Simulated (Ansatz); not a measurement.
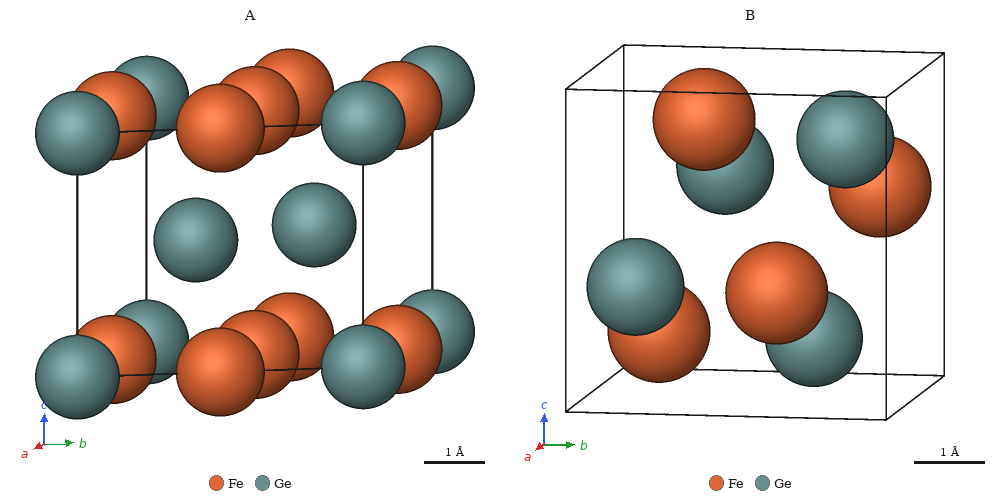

Two structures of FeGe, each relaxed (cell and atoms) at zero pressure; conventional cells in solid outline, small ones repeated, each panel with its own scale. Alike in all runs: Ansatz 0.2.0; functional r2SCAN; potentials Ansatz PAW; cutoff 500 eV; occupations fermi-dirac, width 0.05 eV; collinear spin, ferromagnetic start; no spin-orbit coupling. The k meshes have like spacings.

> Name the structure in each panel.

A: 6 atoms a cell on a primitive hexagonal lattice, P6/mmm; B: 8 atoms a cell on a primitive cubic lattice, P2₁3.

> Rank them by energy, lowest first.

A, then B (+114 meV/atom), static energies at zero smearing.

> Collect the results in a table.

| panel | space group | E − E(lowest) (meV/atom) | volume (Å³/atom) | moment (μB/atom) |
| --- | --- | --- | --- | --- |
| A | P6/mmm | 0 | 14.7 | 1.09 |
| B | P2₁3 | 114 | 13.1 | 0.99 |

The starts are database entries or structure types tried for this composition, and the most stable form need not be among them. Each run keeps the magnetic state that it reached from its start.

Caveat: the magnetic or orbital state may not be the lowest; the plane-wave basis is chosen anew once the cell has moved, so the energies of steps on either side of that aren't comparable.
